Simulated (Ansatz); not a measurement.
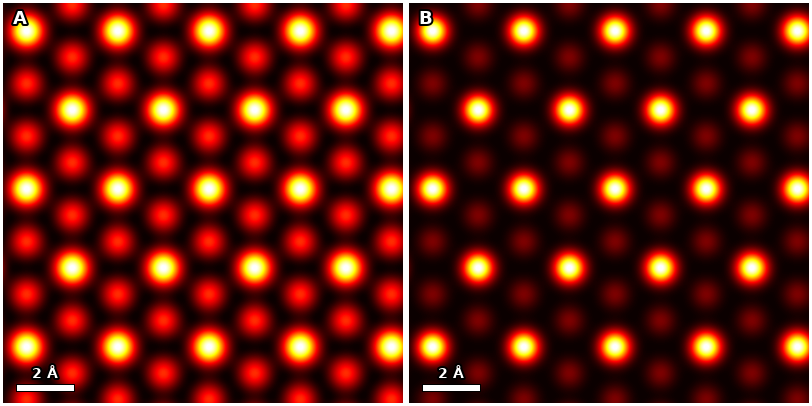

Two simulated images of the same area of MoS2 (P-3m1, No. 164) along [001], with a probe of 0.86 Å. One is incoherent Z contrast (Z^1.8 per atom), the other the projected potential of neutral atoms blurred by the probe (iDPC-like, thin sample). Brightness is counted from the darkest point of the image. Structure: the geometry given to an electronic-structure calculation, possibly off equilibrium; the starting structure was generated, so it need not be a known form of this composition.

Q: Which panel is which, and how can one tell?

B is the Z-contrast image and A the potential image. The columns of 1 S per repeat reach about 17 % of the brightest peak (1 Mo) in B but about 43 % in A, mainly since the potential grows much more slowly with atomic number.
